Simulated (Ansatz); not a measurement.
Structure (in its standard cell), coordinates from a relaxation with DFT, PBEsol, plane waves (420 eV) with PAW, scalar-relativistic (Ansatz 0.2.0); the starting structure was generated, so it need not be a known form of this composition:

Space group Fm-3m (No. 225). a = 4.059 Å, b = 4.059 Å, c = 4.059 Å, α = 90.00°, β = 90.00°, γ = 90.00°
| atom | site | symmetry | x | y | z |
| --- | --- | --- | --- | --- | --- |
| Ti | 4a | m-3m | 0.0000 | 0.0000 | 0.0000 |

Q: Predict the [001] zone-axis pattern (100 kV, kinematic, B = 0.3 Å²).

A: The spots form a square net with both shortest vectors at d = 2.03 Å, 90.0° apart. They are 2 0 0 and 0 2 0. The pattern has symmetry 4mm. The lattice centring (F) removes all reflections that break h + k = 2n, h + l = 2n.

Strongest reflections with d > 0.80 Å, one of each family (|F|² from tabulated Gaussian fits of the electron scattering factors, times a small damping for the curvature of the Ewald sphere):

```
  hkl  d (Å)  I (strongest = 100)
2 0 0  2.029                  100
2 2 0  1.435                   45
4 0 0  1.015                   17
4 2 0  0.908                   11
```

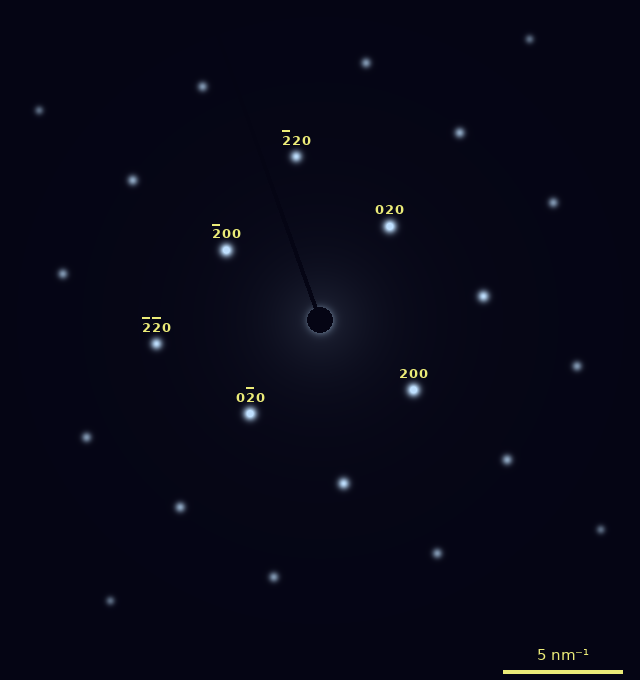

Calculated pattern, seen from the source side with [001] pointing towards the source.
